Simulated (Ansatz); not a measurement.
Ru (space group Fm-3m, No. 225): coordinates from a relaxation with DFT PBE, scalar-relativistic, plane waves, PAW (Ansatz).

```cif
data_structure
_symmetry_space_group_name_H-M 'P 1'
_symmetry_Int_Tables_number 1
_cell_length_a 3.8103
_cell_length_b 3.8103
_cell_length_c 3.8103
_cell_angle_alpha 90.000
_cell_angle_beta 90.000
_cell_angle_gamma 90.000
_cell_volume 55.32
loop_
_atom_site_label
_atom_site_type_symbol
_atom_site_fract_x
_atom_site_fract_y
_atom_site_fract_z
_atom_site_occupancy
Ru1 Ru 0.00000 0.00000 0.00000 1
Ru2 Ru 0.00000 0.50000 0.50000 1
Ru3 Ru 0.50000 0.00000 0.50000 1
Ru4 Ru 0.50000 0.50000 0.00000 1
```

Bonds are taken as Ru–Ru below 3 Å; no other contact counts. Atoms with one bond or none are removed and atoms with two bonds are replaced by edges, until no such atom is left.

What net does this leave?

The result is a uninodal 12-connected, three-periodic net: Ru is a 12-connected node. It is the fcu net, known from cubic close packing. It is a single net, without interpenetration.

| node | links | point symbol | coordination sequence |
| --- | --- | --- | --- |
| Ru | 12 | 3²⁴·4³⁶·5⁶ | 12 42 92 162 252 362 492 642 |

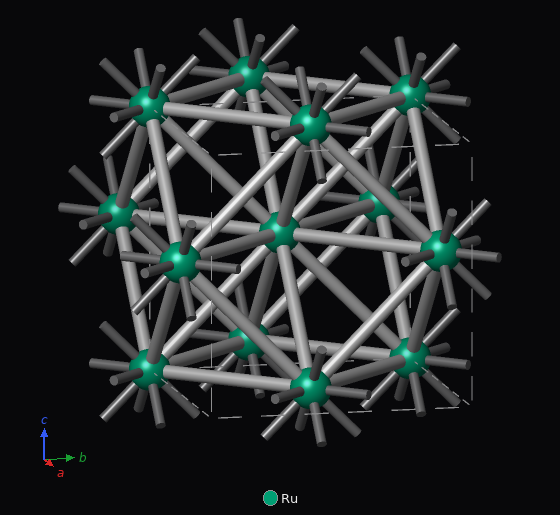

Nodes are coloured by topological kind. Short stubs are edges that leave the cut-out.
